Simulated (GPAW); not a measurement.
## SrO (Fm-3m): refractive index against wavelength

The refractive index of SrO (Fm-3m) below the direct gap (3.42 eV on the mesh) is read from one computed spectrum, n = √(Re ε).

Cell: a, b, c = 3.629, 3.629, 3.629 Å (primitive vectors), 2 atoms.

Method: GPAW 26.7.0, PBE, RPA, k-mesh 12×12×12, local fields up to 60 eV, Lorentzian half width 0.15 eV.

Launch of the response step: `OMP_NUM_THREADS=1 python df.py`. The run took 64 s, its band step included, on 1 thread of Arm Neoverse V1, with other jobs on the host.

```tsv
wavelength (nm)	photon energy E (eV)	n
1550	0.800	1.9004
1310	0.946	1.9036
1064	1.165	1.9097
850	1.459	1.9202
700	1.771	1.9348
633	1.959	?
532	2.331	1.9729
```

In the single-oscillator model n² − 1 = E₀E_d/(E₀² − E²), so 1/(n² − 1) = E₀/E_d − E²/(E₀E_d) is linear in E².

Working, on the rows shown:

| x = E² (eV²) | y = 1/(n² − 1) |
| --- | --- |
| 0.639837 | 0.382919 |
| 0.895757 | 0.381142 |
| 1.35784 | 0.377793 |
| 2.12762 | 0.372139 |
| 3.13716 | 0.364504 |
| 5.43137 | 0.345741 |

Means: x̄ = 2.2649, ȳ = 0.37071. Σ(x − x̄)(y − ȳ) = -0.1252, Σ(x − x̄)² = 16.14. Slope = -0.1252 / 16.14 = -0.007756; intercept = ȳ − slope · x̄ = 0.38827. Turned back into n, the line misses the rows shown by at most 0.0011.

Task: Fill in the last column of the withheld row.

Result: At x = 3.8364 the line gives y = 0.35852, that is 1.9466. The run gave 1.9457, so the interpolation is off by 0.0009, 1.2 % of the range in the table.

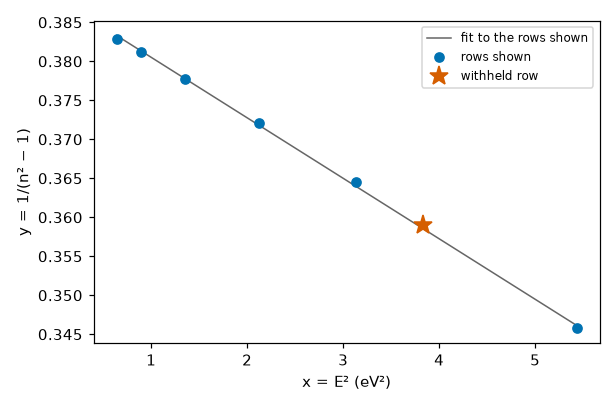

Refitted with all rows, the slope is -0.007723 and the intercept 0.38826. These give E₀ = √(intercept/−slope) = 7.09 eV and E_d = E₀/intercept = 18.3 eV; E₀ is 2.1 times the direct gap. The electronic limit at long wavelengths, without lattice vibrations, is n = √(1 + 1/intercept) = 1.891. The cell comes from an older database entry, whose edges can be off by a per cent or so. Excitons are left out; PBE gaps are as a rule too small. The values come from a sum over the points of one k-mesh and carry its error, which grows as the direct gap shrinks. This version of GPAW has incomplete matrix elements in the optical limit, which can lower ε − 1 by up to a tenth where first-row anions or d states rule. Spin-orbit coupling is left out.

[Logs are printed without paths, hosts, clocks, repeated set-up lines and the standing remarks that a program may print on its own settings, such as how far it seeks lower states.]
